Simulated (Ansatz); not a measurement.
## Run report: Al15ZnO24 (charge −1), geometry relaxation (part 3 of 3)

Continued. System: Al15ZnO24 (defect cell, 40 atoms in the cell, total charge −1). Method: DFT PBE, scalar-relativistic, plane waves, PAW, no spin polarisation (Ansatz 0.2.0); cutoff 420 eV, 2×2×2 k-mesh, Gaussian smearing of 0.02 eV. The structure derives from a Materials Project entry. It belongs to a series of runs on one base structure; here: Zn_Al, charge -1, atoms relaxed at the host's cell.

## Trajectory as extended XYZ, continued
```
40
Lattice="-4.8086 -2.7762 4.3749 4.8086 -2.7762 4.3749 0.0000 5.5525 4.3749" Properties=species:S:1:pos:R:3:forces:R:3 step=2 energy=-25045.91218
Zn    0.0000    0.0000    1.8313    0.0000   0.0000  -0.2642
Al   -0.0046   -2.7693    6.3116   -0.0085   0.1437  -0.0584
Al   -2.3960    1.3886    6.3116    0.1287  -0.0645  -0.0584
Al    2.4006    1.3807    6.3116   -0.1202  -0.0792  -0.0584
Al    0.0000    0.0000    4.5743    0.0000   0.0000  -0.3536
Al    0.0001   -2.7555    8.9877   -0.1019  -0.2505   0.1477
Al   -2.3864    1.3776    8.9877   -0.1660   0.2135   0.1477
Al    2.3862    1.3779    8.9877    0.2679   0.0370   0.1477
Al    0.0000    0.0000    8.5022    0.0000   0.0000  -0.0499
Al   -0.0119    2.7771    4.1302    0.0257  -0.2057   0.1235
Al    2.4110   -1.3783    4.1302   -0.1910   0.0806   0.1235
Al   -2.3991   -1.3988    4.1302    0.1653   0.1251   0.1235
Al    0.0000    0.0000   11.1877    0.0000   0.0000   0.0641
Al    0.0022    2.7810    6.8033    0.0184   0.3875  -0.0693
Al    2.4073   -1.3924    6.8033    0.3263  -0.2097  -0.0693
Al   -2.4096   -1.3886    6.8033   -0.3448  -0.1778  -0.0693
O     0.9321    1.3859    7.6627    0.0029  -0.1110   0.0597
O    -3.8771    1.3932    7.6635   -0.0008   0.1063  -0.0635
O    -1.4716   -2.7675    7.6392    0.1060   0.0501  -0.0453
O    -1.5340    0.0245    3.3527   -0.2034  -0.0715   0.1910
O    -0.7278    1.4721    5.4839   -0.0806  -0.0376   0.0406
O    -0.7419   -1.2599    9.8412    0.0126   0.0564  -0.0018
O    -3.0125   -2.6525    5.4328    0.2540   0.0157  -0.1864
O     1.6758   -2.6827    5.4910   -0.0226  -0.0731   0.0636
O     0.7342   -1.5002    7.6627   -0.0976   0.0529   0.0597
O     0.7882    1.3162    3.3527    0.0398   0.2119   0.1910
O     3.1451    2.6610    7.6635    0.0924  -0.0524  -0.0635
O    -1.6609    2.6582    7.6392   -0.0096  -0.1169  -0.0453
O    -1.6663    0.1143    7.6627    0.0946   0.0580   0.0597
O     3.1326    0.1093    7.6392   -0.0964   0.0668  -0.0453
O     0.7458   -1.3407    3.3527    0.1636  -0.1404   0.1910
O     0.7320   -4.0543    7.6635   -0.0916  -0.0538  -0.0635
O     1.6388   -0.1058    5.4839    0.0078   0.0886   0.0406
O    -3.1612   -0.1099    5.4910   -0.0520   0.0561   0.0636
O    -0.7201    1.2725    9.8412    0.0425  -0.0391  -0.0018
O    -0.7909    3.9351    5.4328   -0.1134  -0.2279  -0.1864
O    -0.9110   -1.3663    5.4839    0.0729  -0.0511   0.0406
O     3.8033   -1.2827    5.4328   -0.1406   0.2121  -0.1864
O     1.4854    2.7927    5.4910    0.0746   0.0170   0.0636
O     1.4621   -0.0126    9.8412   -0.0552  -0.0173  -0.0018
40
Lattice="-4.8086 -2.7762 4.3749 4.8086 -2.7762 4.3749 0.0000 5.5525 4.3749" Properties=species:S:1:pos:R:3:forces:R:3 step=3 energy=-25045.95205
Zn    0.0000    0.0000    1.8041    0.0000   0.0000  -0.2115
Al   -0.0041   -2.7619    6.3116   -0.0145   0.0547   0.0158
Al   -2.3899    1.3845    6.3116    0.0547  -0.0148   0.0158
Al    2.3939    1.3775    6.3116   -0.0401  -0.0399   0.0158
Al    0.0000    0.0000    4.5549    0.0000   0.0000  -0.0220
Al   -0.0074   -2.7611    8.9918    0.0088   0.0112  -0.0206
Al   -2.3875    1.3870    8.9918    0.0053  -0.0132  -0.0206
Al    2.3949    1.3742    8.9918   -0.0141   0.0020  -0.0206
Al    0.0000    0.0000    8.5023    0.0000   0.0000  -0.0161
Al   -0.0106    2.7687    4.1348    0.0070  -0.0389   0.0103
Al    2.4031   -1.3752    4.1348   -0.0371   0.0134   0.0103
Al   -2.3925   -1.3935    4.1348    0.0302   0.0255   0.0103
Al    0.0000    0.0000   11.1909    0.0000   0.0000  -0.0287
Al    0.0056    2.7946    6.8015    0.0102   0.0435   0.0353
Al    2.4174   -1.4021    6.8015    0.0326  -0.0306   0.0353
Al   -2.4230   -1.3924    6.8015   -0.0428  -0.0129   0.0353
O     0.9327    1.3857    7.6681    0.0122  -0.0042  -0.0334
O    -3.8771    1.3966    7.6655    0.0005   0.0088   0.0320
O    -1.4733   -2.7650    7.6360   -0.0034   0.0163  -0.0213
O    -1.5374    0.0205    3.3568   -0.0069  -0.0034   0.0255
O    -0.7265    1.4668    5.4838   -0.0254  -0.0079  -0.0397
O    -0.7459   -1.2590    9.8428    0.0120   0.0031  -0.0012
O    -3.0012   -2.6449    5.4227   -0.0478  -0.0095   0.0703
O     1.6812   -2.6900    5.4988   -0.0004   0.0210   0.0195
O     0.7337   -1.5006    7.6681   -0.0098  -0.0085  -0.0334
O     0.7865    1.3212    3.3568    0.0005   0.0077   0.0255
O     3.1481    2.6594    7.6655    0.0073  -0.0048   0.0320
O    -1.6579    2.6584    7.6360    0.0158  -0.0052  -0.0213
O    -1.6664    0.1149    7.6681   -0.0025   0.0127  -0.0334
O     3.1312    0.1066    7.6360   -0.0124  -0.0111  -0.0213
O     0.7509   -1.3417    3.3568    0.0064  -0.0043   0.0255
O     0.7290   -4.0560    7.6655   -0.0078  -0.0039   0.0320
O     1.6335   -0.1042    5.4838    0.0058   0.0260  -0.0397
O    -3.1702   -0.1110    5.4988    0.0184  -0.0102   0.0195
O    -0.7174    1.2754    9.8428   -0.0033  -0.0120  -0.0012
O    -0.7900    3.9216    5.4227    0.0156   0.0462   0.0703
O    -0.9070   -1.3626    5.4838    0.0196  -0.0180  -0.0397
O     3.7912   -1.2767    5.4227    0.0321  -0.0366   0.0703
O     1.4890    2.8009    5.4988   -0.0180  -0.0109   0.0195
O     1.4632   -0.0165    9.8428   -0.0087   0.0089  -0.0012
40
Lattice="-4.8086 -2.7762 4.3749 4.8086 -2.7762 4.3749 0.0000 5.5525 4.3749" Properties=species:S:1:pos:R:3:forces:R:3 step=4 energy=-25045.95664
Zn    0.0000    0.0000    1.7850    0.0000   0.0000  -0.0581
Al   -0.0052   -2.7595    6.3108    0.0067   0.0420   0.0143
Al   -2.3871    1.3843    6.3108    0.0330  -0.0267   0.0143
Al    2.3924    1.3752    6.3108   -0.0397  -0.0152   0.0143
Al    0.0000    0.0000    4.5491    0.0000   0.0000  -0.0269
Al   -0.0069   -2.7611    8.9920    0.0269   0.0213  -0.0221
Al   -2.3877    1.3866    8.9920    0.0049  -0.0340  -0.0221
Al    2.3947    1.3745    8.9920   -0.0319   0.0127  -0.0221
Al    0.0000    0.0000    8.5010    0.0000   0.0000  -0.0027
Al   -0.0121    2.7676    4.1385    0.0297  -0.0578  -0.0188
Al    2.4028   -1.3733    4.1385   -0.0649   0.0032  -0.0188
Al   -2.3907   -1.3943    4.1385    0.0352   0.0546  -0.0188
Al    0.0000    0.0000   11.1922    0.0000   0.0000  -0.0327
Al    0.0059    2.7985    6.8047    0.0299   0.0217   0.0277
Al    2.4206   -1.4044    6.8047    0.0038  -0.0368   0.0277
Al   -2.4266   -1.3941    6.8047   -0.0338   0.0151   0.0277
O     0.9324    1.3858    7.6662    0.0087  -0.0099  -0.0123
O    -3.8781    1.3951    7.6679    0.0064   0.0386   0.0226
O    -1.4734   -2.7648    7.6366    0.0209   0.0201  -0.0207
O    -1.5358    0.0185    3.3584   -0.0328   0.0104  -0.0274
O    -0.7275    1.4656    5.4785   -0.0333   0.0406   0.0312
O    -0.7461   -1.2589    9.8430    0.0112   0.0029  -0.0023
O    -3.0016   -2.6459    5.4259    0.0108  -0.0119   0.0325
O     1.6818   -2.6889    5.5000    0.0010   0.0020   0.0168
O     0.7339   -1.5003    7.6662   -0.0129  -0.0026  -0.0123
O     0.7840    1.3208    3.3584    0.0254   0.0232  -0.0274
O     3.1472    2.6610    7.6679    0.0302  -0.0249   0.0226
O    -1.6577    2.6584    7.6366    0.0069  -0.0282  -0.0207
O    -1.6663    0.1146    7.6662    0.0042   0.0124  -0.0123
O     3.1311    0.1064    7.6366   -0.0278   0.0081  -0.0207
O     0.7519   -1.3393    3.3584    0.0074  -0.0336  -0.0274
O     0.7309   -4.0561    7.6679   -0.0366  -0.0137   0.0226
O     1.6330   -0.1028    5.4785    0.0518   0.0085   0.0312
O    -3.1695   -0.1120    5.5000    0.0012  -0.0019   0.0168
O    -0.7172    1.2756    9.8430   -0.0031  -0.0111  -0.0023
O    -0.7906    3.9224    5.4259   -0.0157  -0.0034   0.0325
O    -0.9055   -1.3628    5.4785   -0.0186  -0.0491   0.0312
O     3.7922   -1.2765    5.4259    0.0049   0.0153   0.0325
O     1.4877    2.8009    5.5000   -0.0022  -0.0001   0.0168
O     1.4633   -0.0167    9.8430   -0.0081   0.0083  -0.0023
40
Lattice="-4.8086 -2.7762 4.3749 4.8086 -2.7762 4.3749 0.0000 5.5525 4.3749" Properties=species:S:1:pos:R:3:forces:R:3 step=5 energy=-25045.95885
Zn    0.0000    0.0000    1.7691    0.0000   0.0000  -0.0160
Al   -0.0066   -2.7567    6.3120    0.0026  -0.0010  -0.0003
Al   -2.3841    1.3840    6.3120   -0.0021  -0.0018  -0.0003
Al    2.3906    1.3726    6.3120   -0.0005   0.0027  -0.0003
Al    0.0000    0.0000    4.5439    0.0000   0.0000  -0.0003
Al   -0.0054   -2.7592    8.9912    0.0074  -0.0036   0.0051
Al   -2.3868    1.3843    8.9912   -0.0069  -0.0046   0.0051
Al    2.3922    1.3749    8.9912   -0.0006   0.0083   0.0051
Al    0.0000    0.0000    8.5015    0.0000   0.0000   0.0058
Al   -0.0129    2.7649    4.1383    0.0095  -0.0078  -0.0013
Al    2.4009   -1.3713    4.1383   -0.0115  -0.0043  -0.0013
Al   -2.3880   -1.3936    4.1383    0.0020   0.0122  -0.0013
Al    0.0000    0.0000   11.1913    0.0000   0.0000  -0.0038
Al    0.0076    2.7994    6.8061    0.0058   0.0130  -0.0009
Al    2.4206   -1.4063    6.8061    0.0083  -0.0115  -0.0009
Al   -2.4282   -1.3931    6.8061   -0.0142  -0.0014  -0.0009
O     0.9324    1.3851    7.6655   -0.0018  -0.0046   0.0024
O    -3.8780    1.3975    7.6726    0.0018   0.0012  -0.0002
O    -1.4724   -2.7626    7.6366    0.0060   0.0049  -0.0047
O    -1.5360    0.0178    3.3558   -0.0130   0.0015  -0.0087
O    -0.7279    1.4658    5.4775   -0.0058   0.0058   0.0056
O    -0.7456   -1.2584    9.8438   -0.0012   0.0020   0.0002
O    -2.9967   -2.6472    5.4288   -0.0222  -0.0039   0.0044
O     1.6806   -2.6884    5.5014    0.0002  -0.0025   0.0032
O     0.7333   -1.5000    7.6655   -0.0031   0.0039   0.0024
O     0.7834    1.3213    3.3558    0.0078   0.0105  -0.0087
O     3.1493    2.6597    7.6726    0.0002  -0.0022  -0.0002
O    -1.6563    2.6565    7.6366    0.0013  -0.0076  -0.0047
O    -1.6657    0.1150    7.6655    0.0049   0.0007   0.0024
O     3.1287    0.1061    7.6366   -0.0072   0.0027  -0.0047
O     0.7526   -1.3391    3.3558    0.0052  -0.0120  -0.0087
O     0.7287   -4.0572    7.6726   -0.0020   0.0010  -0.0002
O     1.6334   -0.1025    5.4775    0.0079   0.0021   0.0056
O    -3.1686   -0.1112    5.5014   -0.0023   0.0011   0.0032
O    -0.7170    1.2749    9.8438    0.0024   0.0001   0.0002
O    -0.7942    3.9188    5.4288    0.0078   0.0212   0.0044
O    -0.9055   -1.3633    5.4775   -0.0022  -0.0079   0.0056
O     3.7908   -1.2716    5.4288    0.0145  -0.0173   0.0044
O     1.4880    2.7997    5.5014    0.0021   0.0015   0.0032
O     1.4626   -0.0165    9.8438   -0.0011  -0.0021   0.0002
```

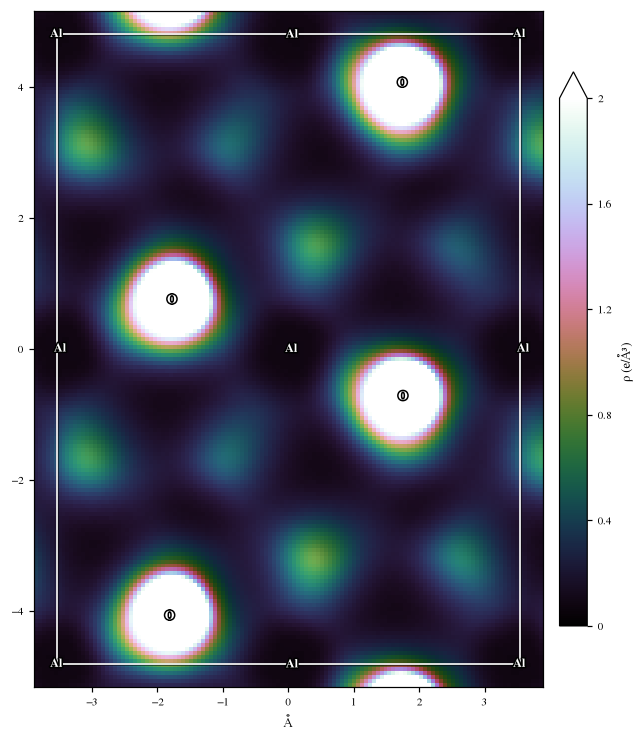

Figure 1. Valence electron density on the (011) plane of the calculation cell. Atoms in the plane: Al and O. Al–O (1.85 Å): the density is about 0.66 e/Å³ at the midpoint. Al–O (1.88 Å): ρ at the midpoint is about 0.61 e/Å³. Al–O (1.94 Å): ρ is about 0.55 e/Å³ halfway. Al–O (1.99 Å): the density is about 0.49 e/Å³ at the midpoint. Al–O (2.02 Å): ρ is about 0.47 e/Å³ halfway. Away from the nuclei the density in this plane falls to 0.07 e/Å³ at its lowest. Core electrons are frozen (PAW), so the fields are smoothed inside the atomic spheres.

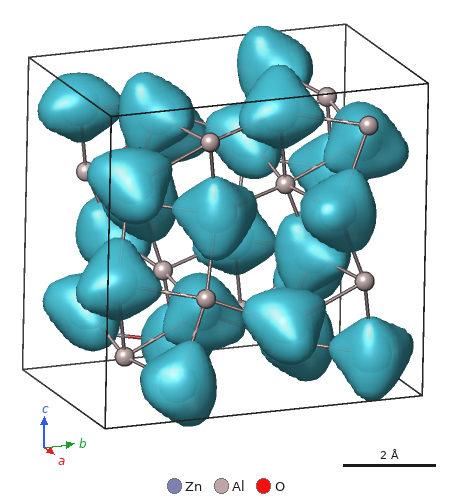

Figure 2. Isosurface of the ELF at 0.75 (cyan), seen slightly off an axis. Core shells and regions of very low density are left out. Sticks mark near contacts. The outline is the calculation cell. Along the contacts the grid gives the following. Al–O (1.82 Å): the ELF is about 0.80 at the midpoint. Zn–O (1.95 Å): the ELF is about 0.25 at the midpoint.
